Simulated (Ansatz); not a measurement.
Input

```
crystal:
  lattice:
    - [0.0, 0.0, -5.2092371215]
    - [4.0689269174, 4.0689269174, 0.0]
    - [4.0689269174, -4.0689269174, 0.0]
  atoms:
    - { symbol: Zn, position: [0.0, 0.0017733313, 0.0017733313] }
    - { symbol: Zn, position: [0.0, 0.4982266687, 0.4982266687] }
    - { symbol: Zn, position: [0.0, 0.4982266687, 0.0017733313] }
    - { symbol: Zn, position: [0.0, 0.0017733313, 0.4982266687] }
    - { symbol: Se, position: [0.7158531493, 0.25, 0.75] }
    - { symbol: Se, position: [0.7158531493, 0.75, 0.25] }
    - { symbol: Se, position: [0.2894451313, 0.25, 0.25] }
    - { symbol: Se, position: [0.2788485701, 0.75, 0.75] }
basis:
  ecutwfc: 520.0
kpoints:
  mp_grid: { grid: [6, 6, 6] }
hamiltonian:
  xc: pbe
  pseudopotentials: { kind: paw, azcp: { folder: soft_1 } }
  dispersion: d3bj
scf:
  occupations: { method: gaussian, width: 0.05 }
output:
  forces: true
  stress: true
  eigenvalues: true
  write_density: true
  write_potential: true
  elf: true
  volumetric_format: npy
```

Launched as:

```sh
ansatz run input.yaml --threads 4 --pin off --max-ram 8192MiB --backend cpu --events-out ev --progress --plain --runs-dir out
```

Below, planes, directions and counts refer to the conventional cell (a = 5.75 Å, b = 5.75 Å, c = 5.21 Å, α = 90.00°, β = 90.00°, γ = 90.00°).

Space group P4mm; a point of a scan over the structure, not its minimum; a structure from a database of computed crystals, not necessarily the ambient phase; PAW files of the earlier set (soft_1).

The calculation used DFT PBE+D3(BJ), scalar-relativistic, plane waves, PAW (Ansatz 0.2.0).

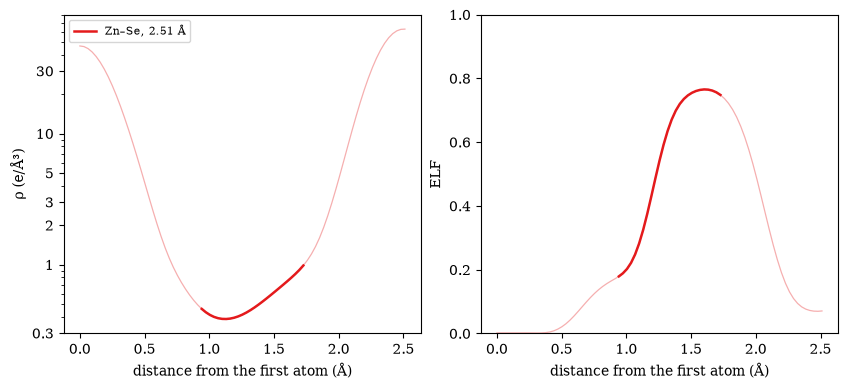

ZnSe. Valence pseudo-density and ELF along straight lines between neighbouring atoms. Thin, pale parts lie inside the atomic spheres.

The density is the valence pseudo-density of a PAW calculation; it isn't the true density close to the nuclei.

What can be read from the curves?

Answer. Zn–Se (2.51 Å): ρ is about 0.42 e/Å³ halfway; the ELF is about 0.55 at the midpoint.
